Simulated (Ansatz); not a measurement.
Band-structure calculation, with input and output: HfN (part 2 of 2)

The same run, continued: HfN (slab, 14 atoms in the cell); DFT PBEsol, scalar-relativistic, plane waves, PAW, no spin polarisation (Ansatz 0.2.0); cutoff 420 eV, 11×8×1 k-mesh, Gaussian smearing of 0.1 eV. It belongs to a series of runs on one base structure; here: bands of the relaxed slab.

### Output, continued
```
  k-point 1: bands = ["-53.7680", "-53.7648", "-53.7629", "-53.6354", "-53.6324", "-53.3714", "-53.3714", "-22.9348", "-22.8936", "-22.8791", "-22.7524", "-22.6625", "-22.6196", "-22.5044", "-22.4558", "-22.4147", "-22.3594", "-22.3429", "-22.3025", "-22.2886", "-22.1804", "-22.1585", "-22.1340", "-22.1165", "-22.0425", "-22.0216", "-21.9054", "-21.9040", "-8.2142", "-7.6561", "-7.3008", "-6.8272", "-6.7670", "-5.5441", "-5.4919", "-3.7452", "-3.7452", "-3.7398", "-3.7393", "-3.7216", "-3.7215", "-3.7033", "-3.6934", "-3.6934", "-3.6910", "-3.6886", "-3.6879", "-3.6828", "-3.6774", "-3.6710", "-3.6652", "-3.6638", "-3.6626", "-3.6559", "-3.6300", "-3.6300", "-3.5832", "-3.5828", "-3.5772", "-3.5722", "-3.5612", "-3.5608", "-3.5559", "-3.5531", "-3.5510", "-3.5445", "-3.5440", "-3.5279", "-3.5242", "-3.5147", "-3.3126", "-3.3126", "-3.2898", "-3.2889", "-3.2876", "-3.2872", "-3.2846", "-3.2844", "-3.2639", "-3.2638", "-3.2551", "-3.2544", "-3.2156", "-3.1978", "1.3410", "1.6025", "2.4286", "2.8233", "3.0684", "3.1903", "3.4140", "3.4231", "3.4808", "3.5626", "3.8983", "4.3219", "4.4926", "4.4973", "4.8124", "4.8293", "5.4827", "5.5849", "5.9225", "6.1393", "6.5798", "6.5982", "7.8924", "8.5936", "8.8407", "9.1426", "9.1437", "9.2157", "9.5805", "9.6112", "10.0709", "10.1877", "10.3550", "10.5348", "10.8372", "11.4864", "11.5656", "11.6318", "11.6380", "11.9740", "12.0643", "12.1988", "12.4207", "12.6071", "12.6098", "12.8369", "12.8556", "12.9566", "13.2141", "13.6646", "13.8180", "13.8476", "14.0089", "14.1136", "14.3294", "14.4355", "14.8269", "15.0718", "15.1374"]
  k-point 2: bands = ["-53.7657", "-53.7639", "-53.7620", "-53.6374", "-53.6319", "-53.3726", "-53.3726", "-23.0181", "-22.9565", "-22.8513", "-22.8481", "-22.6044", "-22.6024", "-22.5281", "-22.4132", "-22.3922", "-22.3523", "-22.3118", "-22.2874", "-22.2794", "-22.1790", "-22.1747", "-22.1209", "-22.1161", "-22.0453", "-22.0156", "-21.9210", "-21.9202", "-7.9115", "-7.4012", "-7.1739", "-6.6284", "-6.6082", "-5.3729", "-5.3145", "-3.7453", "-3.7449", "-3.7391", "-3.7387", "-3.7156", "-3.7153", "-3.6932", "-3.6932", "-3.6913", "-3.6878", "-3.6874", "-3.6837", "-3.6826", "-3.6727", "-3.6633", "-3.6613", "-3.6545", "-3.6438", "-3.6409", "-3.6289", "-3.6289", "-3.5792", "-3.5700", "-3.5694", "-3.5675", "-3.5603", "-3.5586", "-3.5578", "-3.5503", "-3.5481", "-3.5456", "-3.5358", "-3.5288", "-3.5222", "-3.5017", "-3.2978", "-3.2978", "-3.2884", "-3.2872", "-3.2858", "-3.2855", "-3.2809", "-3.2804", "-3.2632", "-3.2632", "-3.2548", "-3.2541", "-3.2016", "-3.1762", "0.9584", "1.1786", "2.0122", "2.1672", "2.6397", "2.9476", "3.1463", "3.2037", "3.3007", "3.4331", "3.5943", "3.8111", "3.9769", "4.3742", "4.5194", "4.6495", "4.6498", "4.7435", "5.7584", "5.9617", "6.3442", "6.5740", "7.9825", "8.5441", "8.8750", "8.9378", "9.7450", "10.0013", "10.0093", "10.1966", "10.3251", "10.5814", "10.7626", "11.0018", "11.0223", "11.6603", "11.7334", "11.8479", "12.0674", "12.0728", "12.3035", "12.6968", "12.8217", "12.9637", "13.0364", "13.0937", "13.5800", "13.6093", "13.6576", "13.9504", "14.0011", "14.0376", "14.0443", "14.2706", "14.5112", "14.6941", "14.7395", "15.0550", "15.1840"]
  k-point 29: bands = ["-53.7424", "-53.7423", "-53.7387", "-53.6191", "-53.6103", "-53.3527", "-53.3526", "-23.0614", "-23.0430", "-22.9439", "-22.8332", "-22.7957", "-22.7592", "-22.7211", "-22.7184", "-22.6553", "-22.6035", "-22.4338", "-22.4245", "-22.3677", "-22.3384", "-22.2564", "-22.1271", "-22.1184", "-22.1036", "-22.0914", "-22.0852", "-22.0766", "-6.8755", "-6.7065", "-6.6125", "-6.2130", "-6.1607", "-4.8118", "-4.8013", "-3.7242", "-3.7241", "-3.7197", "-3.7196", "-3.7139", "-3.7138", "-3.6911", "-3.6910", "-3.6897", "-3.6892", "-3.6880", "-3.6861", "-3.6735", "-3.6561", "-3.6525", "-3.6491", "-3.6482", "-3.6256", "-3.6107", "-3.5828", "-3.5729", "-3.5697", "-3.5664", "-3.5591", "-3.5535", "-3.5456", "-3.5377", "-3.5334", "-3.5307", "-3.5253", "-3.5249", "-3.5223", "-3.4916", "-3.4660", "-3.4522", "-3.2976", "-3.2975", "-3.2881", "-3.2871", "-3.2871", "-3.2860", "-3.2692", "-3.2688", "-3.2520", "-3.2520", "-3.2157", "-3.2121", "-3.1445", "-3.1268", "0.3283", "0.4256", "1.1962", "1.2562", "2.1383", "2.3114", "2.7862", "2.8899", "2.9218", "2.9538", "2.9683", "3.1259", "3.2328", "3.3231", "3.3462", "3.8769", "4.0395", "4.4894", "4.4923", "5.4519", "5.4547", "9.2579", "9.2609", "10.3651", "10.4052", "10.4757", "10.4793", "10.7214", "10.9471", "11.2022", "11.2538", "11.4676", "11.6001", "11.6638", "11.8219", "12.0612", "12.2104", "12.2883", "12.7111", "12.7654", "12.8931", "13.5189", "13.5464", "14.0900", "14.3622", "14.5723", "14.6493", "14.8930", "14.9954", "15.2660", "15.2712", "15.8534", "15.8707", "15.9670", "16.2943", "16.5210", "16.8352", "16.8491", "17.1264"]
--- Löwdin populations: 14 sites ---
  site symbol       q [e]
     0     Hf     25.2623
     1      N      5.6933
     2     Hf     25.2699
     3      N      5.5729
     4     Hf     25.3434
     5      N      5.6576
     6     Hf     25.2662
     7      N      5.6484
     8     Hf     25.3434
     9      N      5.6576
    10     Hf     25.2699
    11      N      5.5729
    12     Hf     25.2623
    13      N      5.6933
  spilling = 0.002241 (of n_electrons = 217.000000)
```

### File populations.tsv
```
# site	symbol	l	j	q
# orbitals = lowdin
# n_electrons = 217.000000
# spilling = 0.002241
0	Hf	0_5S	-	1.965838
0	Hf	0_6S	-	0.610623
0	Hf	1_5P	-	5.975525
0	Hf	2_5D	-	2.716691
0	Hf	3_4F	-	13.993645
1	N	0_2S	-	1.532154
1	N	1_2P	-	4.161172
2	Hf	0_5S	-	1.951114
2	Hf	0_6S	-	0.454679
2	Hf	1_5P	-	5.981553
2	Hf	2_5D	-	2.890970
2	Hf	3_4F	-	13.991584
3	N	0_2S	-	1.438763
3	N	1_2P	-	4.134181
4	Hf	0_5S	-	1.950405
4	Hf	0_6S	-	0.441808
4	Hf	1_5P	-	5.980938
4	Hf	2_5D	-	2.977893
4	Hf	3_4F	-	13.992398
5	N	0_2S	-	1.453668
5	N	1_2P	-	4.203925
6	Hf	0_5S	-	1.950081
6	Hf	0_6S	-	0.448001
6	Hf	1_5P	-	5.981869
6	Hf	2_5D	-	2.893640
6	Hf	3_4F	-	13.992604
7	N	0_2S	-	1.439672
7	N	1_2P	-	4.208758
8	Hf	0_5S	-	1.950405
8	Hf	0_6S	-	0.441808
8	Hf	1_5P	-	5.980938
8	Hf	2_5D	-	2.977893
8	Hf	3_4F	-	13.992398
9	N	0_2S	-	1.453668
9	N	1_2P	-	4.203925
10	Hf	0_5S	-	1.951114
10	Hf	0_6S	-	0.454679
10	Hf	1_5P	-	5.981553
10	Hf	2_5D	-	2.890970
10	Hf	3_4F	-	13.991584
11	N	0_2S	-	1.438763
11	N	1_2P	-	4.134181
12	Hf	0_5S	-	1.965838
12	Hf	0_6S	-	0.610623
12	Hf	1_5P	-	5.975525
12	Hf	2_5D	-	2.716691
12	Hf	3_4F	-	13.993645
13	N	0_2S	-	1.532154
13	N	1_2P	-	4.161172
```

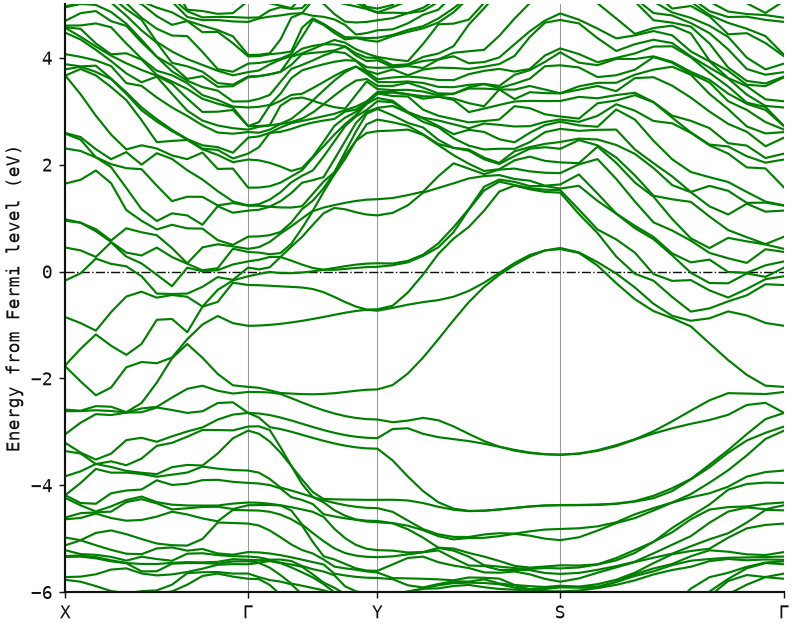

**Figure 1.** Band structure along X–Γ–Y–S–Γ, with energies from the Fermi level. Bands cross the Fermi level: a metal at this level of theory.

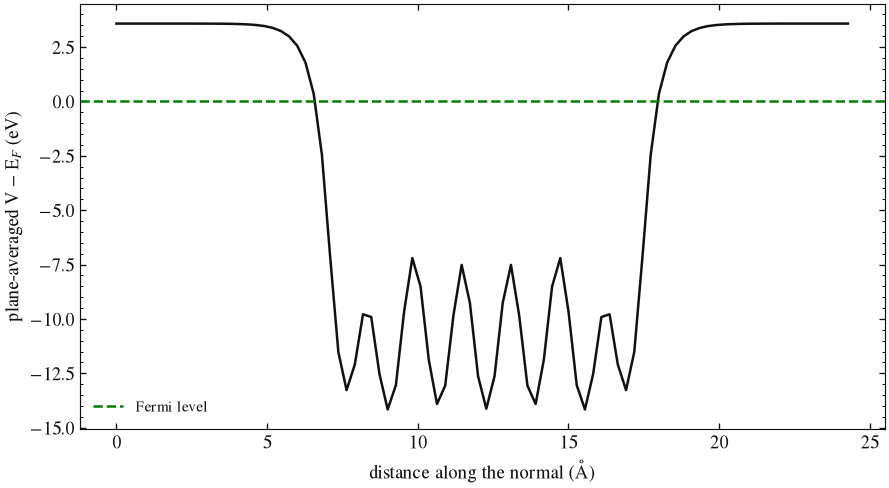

**Figure 2.** Plane average of the electrostatic potential energy of an electron across the cell, from the Fermi level. The vacuum level lies 3.58 eV above the Fermi level.

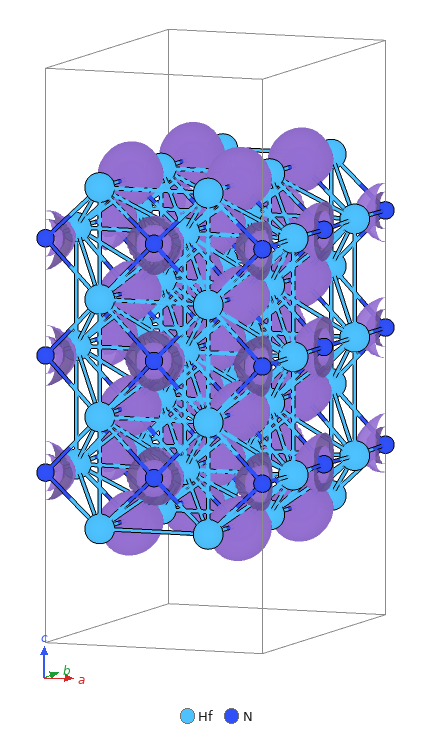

**Figure 3.** Isosurface of the electron localisation function at 0.75 (purple), seen slightly off an axis. Only the valence region is drawn (cores and ρ < 0.01 e/Å³ removed). Sticks mark near contacts. Counts are for one cell; the picture repeats the cell along the surface. Along the contacts the grid gives the following. Hf–N (2.14 Å): the ELF peaks at about 0.80 in the valence shell of N, 0.6 Å from its nucleus, and drops to about 0.20 between the two atoms; no shared pair; the contact is polar. Hf–Hf (3.07 Å): the ELF is about 0.20 at the midpoint (no shared electron pair). The fields are those of the smooth PAW valence density.

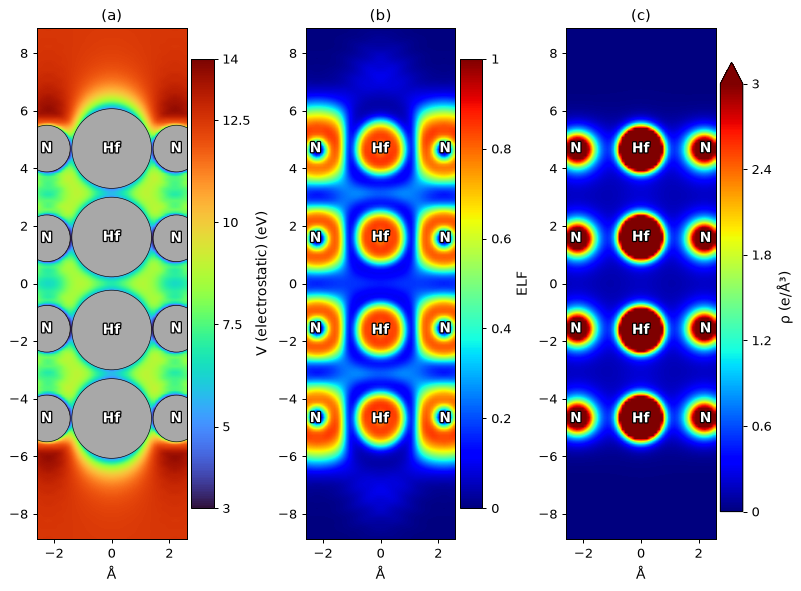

**Figure 4.** (a) electrostatic potential energy of an electron; (b) ELF; (c) valence charge density (pseudo) on the (100) plane of the calculation cell, a cut from vacuum to vacuum. Grey discs, where drawn, cover atomic cores. The plane passes through Hf and N nuclei. Hf–Hf (3.07 Å): the density is about 0.23 e/Å³ at the midpoint; the ELF is about 0.20 at the midpoint (no localised pair between them). Hf–N (2.25 Å): ρ at the midpoint is about 0.54 e/Å³; the ELF is about 0.15 at the midpoint (a polar contact without a shared pair, in a metal). Hf–Hf (3.23 Å): the density is about 0.18 e/Å³ at the midpoint; the ELF is about 0.15 at the midpoint; no shared electron pair. The density dies away to nearly zero in the vacuum. The strong features right at Hf lie inside the PAW spheres (semicore, d or f shells) and say nothing about bonding.

This output came from the following input.

### Input file
```yaml
crystal:
  lattice:
    - [3.1830776068, 0.0, 0.0]
    - [0.0, 4.5015515216, 0.0]
    - [0.0, 0.0, 24.5492328204]
  atoms:
    - { symbol: Hf, position: [0.5, 0.0, 0.3090752099] }
    - { symbol: "N", position: [0.5, 0.5, 0.3091248702] }
    - { symbol: Hf, position: [0.0, 0.5, 0.367628166] }
    - { symbol: "N", position: [0.0, 0.0, 0.3689064101] }
    - { symbol: Hf, position: [0.5, 0.0, 0.434236347] }
    - { symbol: "N", position: [0.5, 0.5, 0.4360191624] }
    - { symbol: Hf, position: [0.0, 0.5, 0.4999999998] }
    - { symbol: "N", position: [0.0, 0.0, 0.5000000019] }
    - { symbol: Hf, position: [0.5, 0.0, 0.5657636566] }
    - { symbol: "N", position: [0.5, 0.5, 0.5639808359] }
    - { symbol: Hf, position: [0.0, 0.5, 0.6323718327] }
    - { symbol: "N", position: [0.0, 0.0, 0.6310935933] }
    - { symbol: Hf, position: [0.5, 0.0, 0.6909247853] }
    - { symbol: "N", position: [0.5, 0.5, 0.6908751287] }
basis:
  ecutwfc: 420
kpoints:
  mp_grid: { grid: [11, 8, 1] }
  band_path:
    path: [[0.5, 0, 0], [0, 0, 0], [0, 0.5, 0], [0.5, 0.5, 0], [0, 0, 0]]
    npoints: 12
hamiltonian:
  xc: pbesol
scf:
  occupations: { method: gaussian, width: 0.1 }
  n_extra_bands: 34
output:
  forces: true
  stress: true
  eigenvalues: true
  populations: true
  fatbands: true
  write_density: true
  write_potential: true
  elf: true
  volumetric_format: npy
efield:
  axis: 3
  dipole_correction: true
  ramp_width: 0.04
```

Command:
```bash
ansatz run input.yaml --threads 2 --pin off --max-ram 4096MiB --backend cpu --events-out ev --progress --plain --runs-dir out
```

### Summary

| quantity | value |
| --- | --- |
| outcome | converged |
| electrons treated | 217 |
| free energy | −111856.4245 eV |
| work function, top face | 3.58 eV |
| work function, bottom face | 3.58 eV |
| Fermi energy | 8.870 eV |
| gap on the k-point mesh | none (metallic) |
| work function (upper face) | 3.58 eV |
| largest force (length of the vector) | 0.016 eV/Å |
| hardware | 2 threads of Intel Xeon (Granite Rapids), 64 GiB of memory available, shared host |
| wall time | 2.8 min (CPU time 5.5 min) |
| peak memory | 2.2 GiB |

### Remarks

The program warns: the exchange-correlation potential is rough where the density is thin. Spin–orbit coupling is left out, which matters for Hf. The cell holds an odd number of electrons but the run has no spin polarisation, so it comes out as a metal.
